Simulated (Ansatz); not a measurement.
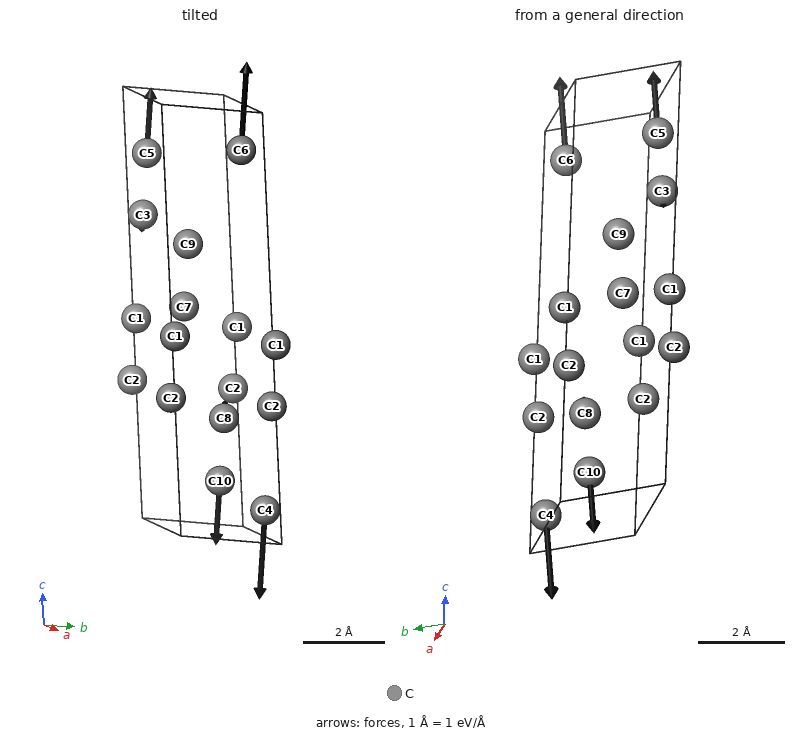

Shown here is a spheres-only view of the crystal, taken slightly off an axis and from a general direction. One simulation cell is framed, with atoms on its boundary repeated. The arrows are the computed forces on the atoms.

System: C. Computational set-up: DFT PBE, scalar-relativistic, plane waves, PAW in Ansatz 0.2.0, a basis cut at 420 eV, 10×10×3 k-mesh, Gaussian smearing of 0.05 eV, no spin polarisation.

> Judging by the arrows, is the geometry relaxed?

No. The atoms still feel forces of up to about 1.9 eV/Å, far above a usual threshold of 0.01 to 0.03 eV/Å.

> Name the atom under the greatest force.

C4 and C6, about 1.9 eV/Å.

The model was built from an entry, possibly a prediction, of the Crystallography Open Database. The cell was then strained or its atoms displaced on purpose. Ansatz was used for an electronic-structure calculation on it.
